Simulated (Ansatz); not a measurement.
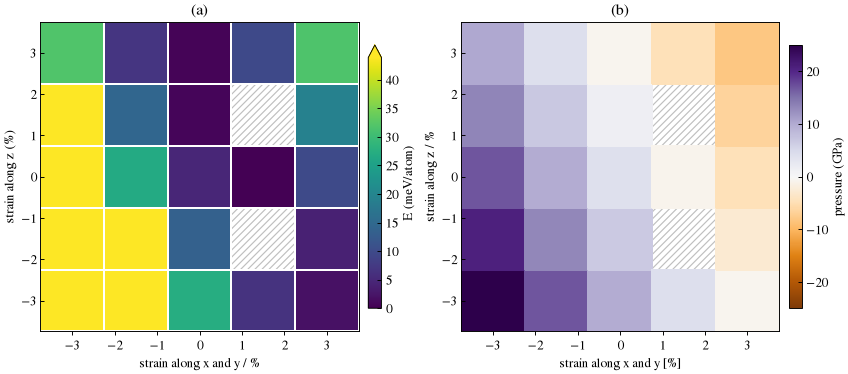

Au (Fm-3m, No. 225; 1 atom in the cell). The cell is strained homogeneously, by one strain along x and y and another along z, with fractional coordinates fixed (x, y and z along the cube axes). Coordinates scanned: (1) strain along x and y; (2) strain along z. The scan uses a 5 × 5 grid. At 2 points there is no value. Points are written as (first, second). All energies are given in meV/atom relative to the lowest grid point. The reference cell is the one listed in the database, not relaxed at this level. These are results of Ansatz 0.2.0, DFT r2SCAN, scalar-relativistic, plane waves, PAW, not measurements. Settings: cutoff 500 eV, k-mesh 20×20×20, cold smearing 0.4 eV, no spin polarisation.

Panel (a) is the energy; panel (b) is the computed pressure, in GPa.

The picture shows one coloured cell a grid point, one colour for all values above the top of the scale, hatched blanks where no value was computed.

How does the pressure vary over the map, and what is it at the lowest grid point?

It runs from −8.1 GPa at (3.0 %, 3.0 %) to 25.0 GPa at (−3.0 %, −3.0 %). At the lowest grid point, (1.5 %, 0.0 %), it is −0.8 GPa.

```tsv
strain along z ↓, strain along x and y →	−3.0	−1.5	0.0	1.5	3.0
3.0	10.3	4.2	−0.8	−4.8	−8.1
1.5	13.4	6.9	1.5	–	−6.6
0.0	16.9	9.9	4.0	−0.8	−4.8
−1.5	20.7	13.2	6.8	–	−2.8
−3.0	25.0	16.8	9.9	4.2	−0.6
```
